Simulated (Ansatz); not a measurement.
**Geometry relaxation of Bi (part 2 of 2)**

Bi (2 atoms in the cell); DFT, PBE, dispersion d3bj, plane waves, PAW, no spin polarisation (Ansatz 0.2.0); cutoff 420 eV, 12×12×12 k-mesh, Gaussian smearing of 0.1 eV. The structure derives from an entry of the Crystallography Open Database. Some settings of this run were made unusual or wrong on purpose.

Geometry of the input (Å; fractional positions):
```
2.2730  1.3123  3.9540
-2.2730  1.3123  3.9540
0.0000  -2.6246  3.9540
Bi 0.2339  0.2339  0.2339
Bi 0.7661  0.7661  0.7661
```

Log, continued:
```
relax step   5: F+E_penalty+E_count = -24793.99826533 eV  Δ(F+E_penalty+E_count) = -9.867e-5 eV  max|allowed force component| = 2.389e-3 eV/Å  Δτ_max = 0.0038 Å  P = +0.002 GPa  Ω = 69.155 Å³  energy of the carried Pulay correction = +2.983e-4 eV  (35 SCF iters, dr2 threshold 1.86e-8 eV, accepted)
Initial wavefunctions: pseudopotential atomic-orbital guess (no wavefunctions were taken with the density)
iter 1 solved again at ethr=1.70e-7 eV; its pass at ethr=3.10e-3 eV (dr2=5.11e-5 eV) is discarded
SCF iter   1: F=—  HF=-24793.997951 eV  |F-HF|=—  |Δ(HF+E_count)|=         —  Δρ=3.26e-5  dr2=1.40e-7  ethr=1.70e-7  ⟨swp⟩=3.9  Hψ=27975  notcnv=0
preconditioner: auto → Kerker (q_TF=auto, 2.374 Å⁻¹)  [metal: Δε(μ)=0.106 eV  Ē_g=20.382 eV  σ=0.100 eV  W_gap=0.48  n_scr=14 (ndim 1)  ℏωp=24.5 eV  f_vac=0.001  D(μ)=0.23/eV (n_scr^D=0)]
SCF iter   2: F=—  HF=-24793.997956 eV  |F-HF|=—  |Δ(HF+E_count)|=   4.33e-6  Δρ=3.23e-5  dr2=1.36e-7  ethr=4.66e-10  ⟨swp⟩=2.4  Hψ=5443  notcnv=0
SCF iter   3: F=—  HF=-24793.997956 eV  |F-HF|=—  |Δ(HF+E_count)|=  8.26e-10  Δρ=3.22e-5  dr2=1.35e-7  ethr=4.54e-10  ⟨swp⟩=1.0  Hψ=3591  notcnv=0
SCF iter   4: F=—  HF=-24793.997956 eV  |F-HF|=—  |Δ(HF+E_count)|=  7.13e-10  Δρ=3.20e-5  dr2=1.34e-7  ethr=4.50e-10  ⟨swp⟩=1.0  Hψ=3591  notcnv=0
SCF iter   5: F=—  HF=-24793.997956 eV  |F-HF|=—  |Δ(HF+E_count)|=  7.17e-10  Δρ=3.19e-5  dr2=1.32e-7  ethr=4.45e-10  ⟨swp⟩=1.0  Hψ=3591  notcnv=0
SCF iter   6: F=—  HF=-24793.997956 eV  |F-HF|=—  |Δ(HF+E_count)|=  7.46e-10  Δρ=3.17e-5  dr2=1.31e-7  ethr=4.41e-10  ⟨swp⟩=1.0  Hψ=3591  notcnv=0
SCF iter   7: F=—  HF=-24793.997956 eV  |F-HF|=—  |Δ(HF+E_count)|=  7.06e-10  Δρ=3.16e-5  dr2=1.30e-7  ethr=4.37e-10  ⟨swp⟩=1.0  Hψ=3591  notcnv=0
SCF iter   8: F=—  HF=-24793.997956 eV  |F-HF|=—  |Δ(HF+E_count)|=  6.91e-10  Δρ=3.14e-5  dr2=1.28e-7  ethr=4.32e-10  ⟨swp⟩=1.0  Hψ=3591  notcnv=0
SCF iter   9: F=—  HF=-24793.997956 eV  |F-HF|=—  |Δ(HF+E_count)|=  7.09e-10  Δρ=3.13e-5  dr2=1.27e-7  ethr=4.28e-10  ⟨swp⟩=1.0  Hψ=3591  notcnv=0
SCF iter  10: F=—  HF=-24793.997956 eV  |F-HF|=—  |Δ(HF+E_count)|=  6.91e-10  Δρ=3.11e-5  dr2=1.26e-7  ethr=4.23e-10  ⟨swp⟩=1.0  Hψ=3591  notcnv=0
SCF iter  11: F=—  HF=-24793.997956 eV  |F-HF|=—  |Δ(HF+E_count)|=  7.02e-10  Δρ=3.10e-5  dr2=1.24e-7  ethr=4.19e-10  ⟨swp⟩=1.0  Hψ=3591  notcnv=0
SCF iter  12: F=—  HF=-24793.997956 eV  |F-HF|=—  |Δ(HF+E_count)|=  6.98e-10  Δρ=3.08e-5  dr2=1.23e-7  ethr=4.15e-10  ⟨swp⟩=1.0  Hψ=3591  notcnv=0
SCF iter  13: F=—  HF=-24793.997956 eV  |F-HF|=—  |Δ(HF+E_count)|=  6.66e-10  Δρ=3.07e-5  dr2=1.22e-7  ethr=4.11e-10  ⟨swp⟩=1.0  Hψ=3591  notcnv=0
SCF iter  14: F=—  HF=-24793.997956 eV  |F-HF|=—  |Δ(HF+E_count)|=  6.73e-10  Δρ=3.05e-5  dr2=1.21e-7  ethr=4.06e-10  ⟨swp⟩=1.0  Hψ=3591  notcnv=0
SCF iter  15: F=—  HF=-24793.997956 eV  |F-HF|=—  |Δ(HF+E_count)|=  6.84e-10  Δρ=3.04e-5  dr2=1.19e-7  ethr=4.02e-10  ⟨swp⟩=1.0  Hψ=3591  notcnv=0
SCF iter  16: F=—  HF=-24793.997956 eV  |F-HF|=—  |Δ(HF+E_count)|=  6.58e-10  Δρ=3.02e-5  dr2=1.18e-7  ethr=3.98e-10  ⟨swp⟩=1.0  Hψ=3591  notcnv=0
SCF iter  17: F=—  HF=-24793.997956 eV  |F-HF|=—  |Δ(HF+E_count)|=  6.48e-10  Δρ=3.01e-5  dr2=1.17e-7  ethr=3.94e-10  ⟨swp⟩=1.0  Hψ=3591  notcnv=0
SCF iter  18: F=—  HF=-24793.997956 eV  |F-HF|=—  |Δ(HF+E_count)|=  6.80e-10  Δρ=2.99e-5  dr2=1.16e-7  ethr=3.90e-10  ⟨swp⟩=1.0  Hψ=3591  notcnv=0
SCF iter  19: F=—  HF=-24793.997956 eV  |F-HF|=—  |Δ(HF+E_count)|=  6.40e-10  Δρ=2.98e-5  dr2=1.15e-7  ethr=3.86e-10  ⟨swp⟩=1.0  Hψ=3591  notcnv=0
SCF iter  20: F=—  HF=-24793.997956 eV  |F-HF|=—  |Δ(HF+E_count)|=  6.55e-10  Δρ=2.96e-5  dr2=1.14e-7  ethr=3.82e-10  ⟨swp⟩=1.0  Hψ=3591  notcnv=0
SCF iter  21: F=—  HF=-24793.997956 eV  |F-HF|=—  |Δ(HF+E_count)|=  6.33e-10  Δρ=2.95e-5  dr2=1.12e-7  ethr=3.79e-10  ⟨swp⟩=1.0  Hψ=3591  notcnv=0
SCF iter  22: F=—  HF=-24793.997956 eV  |F-HF|=—  |Δ(HF+E_count)|=  6.33e-10  Δρ=2.94e-5  dr2=1.11e-7  ethr=3.75e-10  ⟨swp⟩=1.0  Hψ=3591  notcnv=0
SCF iter  23: F=—  HF=-24793.997956 eV  |F-HF|=—  |Δ(HF+E_count)|=  6.40e-10  Δρ=2.92e-5  dr2=1.10e-7  ethr=3.71e-10  ⟨swp⟩=1.0  Hψ=3591  notcnv=0
SCF iter  24: F=—  HF=-24793.997956 eV  |F-HF|=—  |Δ(HF+E_count)|=  6.26e-10  Δρ=2.91e-5  dr2=1.09e-7  ethr=3.67e-10  ⟨swp⟩=1.0  Hψ=3591  notcnv=0
SCF iter  25: F=—  HF=-24793.997956 eV  |F-HF|=—  |Δ(HF+E_count)|=  6.33e-10  Δρ=2.89e-5  dr2=1.08e-7  ethr=3.63e-10  ⟨swp⟩=1.0  Hψ=3591  notcnv=0
SCF iter  26: F=—  HF=-24793.997956 eV  |F-HF|=—  |Δ(HF+E_count)|=  6.26e-10  Δρ=2.88e-5  dr2=1.07e-7  ethr=3.60e-10  ⟨swp⟩=1.0  Hψ=3591  notcnv=0
SCF iter  27: F=—  HF=-24793.997956 eV  |F-HF|=—  |Δ(HF+E_count)|=  6.15e-10  Δρ=2.87e-5  dr2=1.06e-7  ethr=3.56e-10  ⟨swp⟩=1.0  Hψ=3591  notcnv=0
SCF iter  28: F=—  HF=-24793.997956 eV  |F-HF|=—  |Δ(HF+E_count)|=  5.97e-10  Δρ=2.85e-5  dr2=1.05e-7  ethr=3.53e-10  ⟨swp⟩=1.0  Hψ=3591  notcnv=0
SCF iter  29: F=—  HF=-24793.997956 eV  |F-HF|=—  |Δ(HF+E_count)|=  6.22e-10  Δρ=2.84e-5  dr2=1.04e-7  ethr=3.49e-10  ⟨swp⟩=1.0  Hψ=3591  notcnv=0
SCF iter  30: F=—  HF=-24793.997956 eV  |F-HF|=—  |Δ(HF+E_count)|=  6.04e-10  Δρ=2.82e-5  dr2=1.03e-7  ethr=3.46e-10  ⟨swp⟩=1.0  Hψ=3591  notcnv=0
SCF iter  31: F=—  HF=-24793.997956 eV  |F-HF|=—  |Δ(HF+E_count)|=  3.86e-10  Δρ=2.81e-5  dr2=1.02e-7  ethr=3.42e-10  ⟨swp⟩=1.0  Hψ=7938  notcnv=0
Mixer restart at iter 31: flushing history
iteration 31: the SCF's residuals had fallen too slowly under its mixing. It goes on by minimising its free energy, and can end on another state than longer mixing would; under `scf.algorithm: density_mixing` no SCF does so, but by `scf.convergence.dm_fallback`
SCF iter  32: F=—  HF=-24793.997956 eV  |F-HF|=—  |Δ(HF+E_count)|=   7.41e-8  Δρ=5.26e-6  dr2=1.17e-8  ethr=3.39e-10  ⟨swp⟩=1.0  Hψ=22208  notcnv=0
SCF iter  33: F=—  HF=-24793.997956 eV  |F-HF|=—  |Δ(HF+E_count)|=   5.81e-9  Δρ=7.85e-7  dr2=6.60e-10  ethr=3.90e-11  ⟨swp⟩=1.0  Hψ=9762  notcnv=0
SCF iter  34: F=-24793.997956 eV  HF=-24793.997956 eV  |F-HF|=7.28e-12  |Δ(HF+E_count)|=  3.20e-10  Δρ=8.19e-8  dr2=3.68e-12  ethr=1.00e-12  ⟨swp⟩=5.8  Hψ=18571  notcnv=0
SCF iter  35: F=-24793.997956 eV  HF=-24793.997956 eV  |F-HF|=3.64e-12  |Δ(HF+E_count)|=  3.64e-12  Δρ=8.19e-8  dr2=3.68e-12  ethr=1.00e-12  ⟨swp⟩=5.0  Hψ=18822  notcnv=0
SCF 6 converged in 35 iterations: F = -24793.997956 eV  dr2 = 3.68e-12
relax step   6: F+E_penalty+E_count = -24793.99795590 eV  Δ(F+E_penalty+E_count) = +3.094e-4 eV  max|allowed force component| = 2.378e-3 eV/Å  Δτ_max = 0.0000 Å  P = +0.003 GPa  Ω = 69.155 Å³  stress off target by 1.16e-2 GPa  SCF on the basis re-selected at this cell (its energy is not comparable with the rows above)  (35 SCF iters)
```

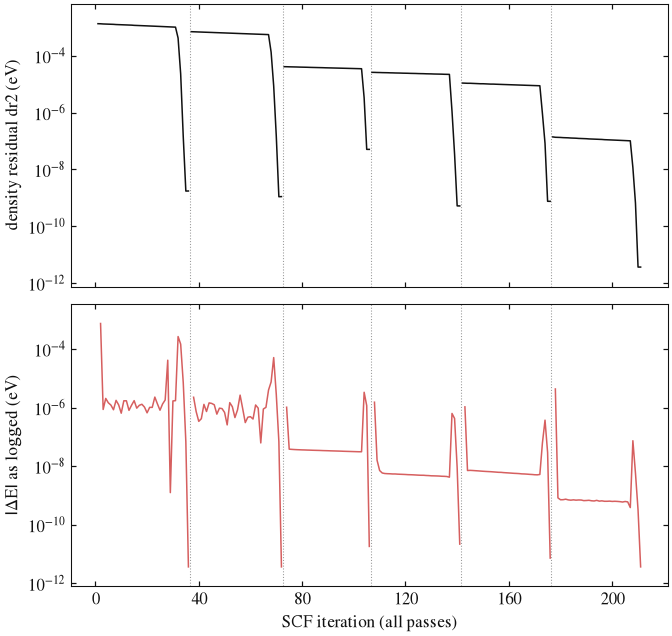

Figure 1. Convergence of the self-consistent field: density residual dr2 and size of the energy change against the SCF iteration. The dotted lines part the SCF passes of the relaxation: geometry steps, rejected trials and re-solves on a re-selected basis. The 6 passes take 34 to 36 iterations each, 211 in all.

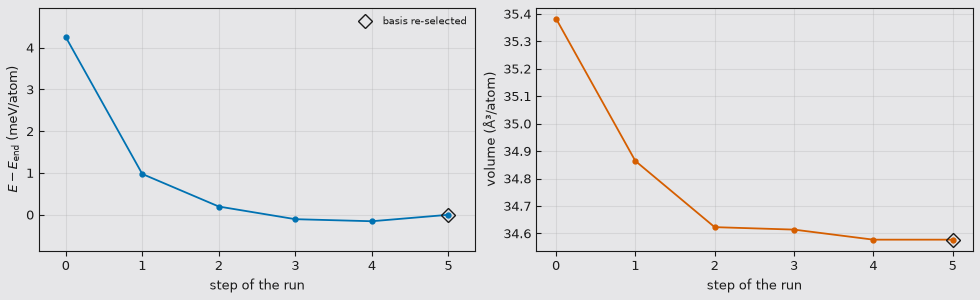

Figure 2. Progress of the relaxation, step by step (the first geometry is step 0 here and step 1 in the log).

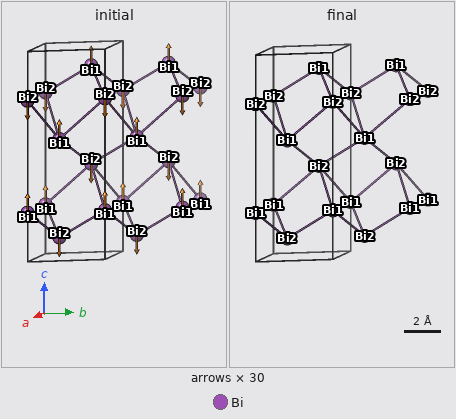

Figure 3. Before (left) and after (right) the relaxation, at one scale (ball-and-stick view of the cell 3 times as large as that of the calculation, set on its symmetry axes, repeated 1 × 2 × 1, seen slightly off an axis). The orange arrows give the displacements (without the part carried along by the change of the cell), magnified 30 times. The largest moves relative to the cell, 0.038 Å, are those of Bi1 and Bi2. The volume changes by −2.3 %, with a = b 4.546 → 4.533 Å (−0.3 %), c 11.862 → 11.661 Å (−1.7 %). Distances before and after: Bi1–Bi2 3.529 → 3.447 Å. Among the angles that change: Bi2–Bi1–Bi2 169.3° → 171.5°, Bi2–Bi1–Bi2 80.2° → 82.2°. The space group stays R-3m (No. 166). The energy falls by 4.4 meV per atom in 4 geometry steps. Largest force component: 0.19 eV/Å at the start, 0.0024 eV/Å at the end. Pressure: −0.32 GPa at the start and 0.00 GPa at the end. A last SCF at the same geometry on a re-selected plane-wave basis shifts the energy by +0.2 meV per atom. (Atoms are counted from 1 in the order of the input.)

```
basis re-selected at this cell: Δ(F+E_penalty+E_count) = +3.094e-4 eV, ΔP = +0.001 GPa vs the last step (what re-selecting the basis moved, of the pressure what is left beyond the Pulay correction that the steps carried, after the strain that the cell walked since its last selection, with what the two solves' SCF thresholds leave and, on support functions, any second-order correction that the steps lacked; it is no measure of the basis error at this ecutwfc). This SCF's stress stands 1.16e-2 GPa from its target on what of the cell is left free (relax.cell.stress_tol is 5.00e-2 GPa) and its largest allowed force component is 2.38e-3 eV/Å (relax.f_tol is 5.00e-3 eV/Å): within both
SCF converged after 35 iterations
Free energy (F): -24793.997956 eV
Harris-Foulkes:  -24793.997956 eV  (|F-HF|=3.64e-12)
Internal energy: -24793.996792 eV  (E = F + TS)
E sigma→0 (E₀):  -24793.997374 eV
Entropy (-TS):   -0.001163 eV (-0.582 meV/atom)
Fermi energy:    9.969824 eV
--- Per-component energies (eV) ---
  E_band       = -210.704870
  E_kinetic    = 605.222561
  E_local      = -3077.700203  (includes V_loc(G=0)·N_el)
  E_nonlocal   = 1118.977129
  E_hartree    = 1001.698392
  E_xc         = -302.498993
  E_vxc        = -288.464080  (∫ρ·V_xc dr)
  E_paw        = -21326.418695  (= ΣΔE_a)
  E_vpaw       = -572.136088  (= ΣTr[D̂ρ^β])
  E_aug_tail   = -0.000877  (compensation charges beyond the density's cutoff)
  E_ewald      = -2812.352207
  E_disp       = -0.923899  (pairwise vdW)
  E_smearing   = -0.001163  (= −TS)
  E_closure    = 0.000000  (closes the sum)
  Σ components = -24793.997956   (vs F -24793.997956, Δ=0.00e0)
--- Forces (eV/Å), atoms counted from 1 ---
  atom   1  Bi     0.00000000    -0.00000000    -0.00237837
  atom   2  Bi    -0.00000000     0.00000000     0.00237837
  max |Σ_I F_I| component: 2.91e-17 eV/Å
--- Stress (GPa, compression-positive) ---
        0.010336      -0.000000      -0.000000
       -0.000000       0.010336      -0.000000
       -0.000000      -0.000000      -0.011638
  P = ⅓ Tr σ = 0.0030 GPa (0.030 kbar)
--- Band table (eV; the first three rows and the last of 189) ---
  k-point 0: bands = ["-12.9798", "-12.9798", "-12.8262", "-12.8262", "-12.8156", "-12.6381", "-12.6313", "-12.6313", "-12.5042", "-12.5042", "-3.1665", "2.5819", "8.4647", "8.7362", "8.7362", "12.7287", "13.0185", "13.0185", "15.4780"]
  k-point 1: bands = ["-12.9739", "-12.9729", "-12.8236", "-12.8223", "-12.8121", "-12.6412", "-12.6345", "-12.6338", "-12.5119", "-12.5106", "-3.1003", "2.4194", "8.5001", "8.7394", "8.7517", "12.5652", "12.6838", "12.8245", "15.2172"]
  k-point 2: bands = ["-12.9568", "-12.9528", "-12.8165", "-12.8112", "-12.8016", "-12.6512", "-12.6439", "-12.6403", "-12.5339", "-12.5289", "-2.9029", "1.9736", "8.5716", "8.7544", "8.8156", "11.8924", "12.2338", "12.3475", "14.9952"]
  k-point 188: bands = ["-12.8644", "-12.8644", "-12.7802", "-12.7802", "-12.7644", "-12.6860", "-12.6690", "-12.6690", "-12.6309", "-12.6309", "-1.7357", "-0.1597", "9.1795", "9.4523", "9.4523", "10.4912", "10.4912", "10.5373", "17.2587"]
--- Relaxed structure (5 steps of the walk, 5 accepted, 1 SCFs on fresh bases) ---
  F+E_penalty+E_count = -24793.99795590 eV   max|allowed force component| = 2.378e-3 eV/Å   (the final SCF, on the basis selected at the relaxed cell)
  cell:  # Å, volume = 69.1549 Å³
    - [2.2662906149339603, 1.3084434966104281, 3.886878519295754]
    - [-2.2662906149339603, 1.3084434966104281, 3.886878519295754]
    - [-1.2644027505720648e-34, -2.616886993171705, 3.886878519312299]
  atoms:
    - { symbol: Bi, position: [0.23711522199615487, 0.23711522199615487, 0.23711522199615484] }
    - { symbol: Bi, position: [0.7628847780038449, 0.7628847780038449, 0.762884778003845] }
```

Trajectory as extended XYZ (Å, eV, eV/Å), 6 frames, from step=1 to step=6:
```
2
Lattice="2.2730 1.3123 3.9540 -2.2730 1.3123 3.9540 0.0000 -2.6246 3.9540" Properties=species:S:1:pos:R:3:forces:R:3 step=1 energy=-24793.98944 pressure_GPa=-0.32
Bi    0.0000    0.0000    2.7744    0.0000   0.0000   0.1894
Bi    0.0000    0.0000    9.0876    0.0000   0.0000  -0.1894
2
Lattice="2.2570 1.3031 3.9516 -2.2570 1.3031 3.9516 0.0000 -2.6061 3.9516" Properties=species:S:1:pos:R:3:forces:R:3 step=2 energy=-24793.99600 pressure_GPa=-0.28
Bi    0.0000    0.0000    2.8084    0.0000   0.0000  -0.0497
Bi    0.0000    0.0000    9.0465    0.0000   0.0000   0.0497
2
Lattice="2.2578 1.3036 3.9213 -2.2578 1.3036 3.9213 0.0000 -2.6071 3.9213" Properties=species:S:1:pos:R:3:forces:R:3 step=3 energy=-24793.99756 pressure_GPa=0.08
Bi    0.0000    0.0000    2.7840    0.0000   0.0000   0.0134
Bi    0.0000    0.0000    8.9798    0.0000   0.0000  -0.0134
2
Lattice="2.2649 1.3076 3.8958 -2.2649 1.3076 3.8958 0.0000 -2.6153 3.8958" Properties=species:S:1:pos:R:3:forces:R:3 step=4 energy=-24793.99817 pressure_GPa=0.03
Bi    0.0000    0.0000    2.7676    0.0000   0.0000   0.0172
Bi    0.0000    0.0000    8.9199    0.0000   0.0000  -0.0172
2
Lattice="2.2663 1.3084 3.8869 -2.2663 1.3084 3.8869 0.0000 -2.6169 3.8869" Properties=species:S:1:pos:R:3:forces:R:3 step=5 energy=-24793.99826 pressure_GPa=0.00
Bi    0.0000    0.0000    2.7649    0.0000   0.0000  -0.0024
Bi    0.0000    0.0000    8.8957    0.0000   0.0000   0.0024
2
Lattice="2.2663 1.3084 3.8869 -2.2663 1.3084 3.8869 0.0000 -2.6169 3.8869" Properties=species:S:1:pos:R:3:forces:R:3 step=6 energy=-24793.99796 pressure_GPa=0.00
Bi    0.0000    0.0000    2.7649    0.0000   0.0000  -0.0024
Bi    0.0000    0.0000    8.8957    0.0000   0.0000   0.0024
```

Outcome:

| quantity | value |
| --- | --- |
| outcome | converged |
| space group (tolerance 0.01 Å) | R-3m (166) |
| electrons treated | 30 |
| free energy | −24793.9980 eV |
| Fermi energy | 9.970 eV |
| gap on the k-point mesh | none (metallic) |
| pressure | 0.00 GPa |
| final volume | 69.15 Å³ |
| largest force (length of the vector) at the end | 0.002 eV/Å |
| final cell | a = 4.686 Å, b = 4.686 Å, c = 4.686 Å, α = 57.85°, β = 57.85°, γ = 57.85° |
| wall time | 5.2 min |
| peak memory | 0.85 GiB |

Diagnosis:

This input holds a deliberate fault: mixing far too weak (`scf.mixing`). So small a step barely moves the density in each iteration. The program still converged, but the numbers can't be taken as results for the intended system. The electronic state found may not be the lowest one.
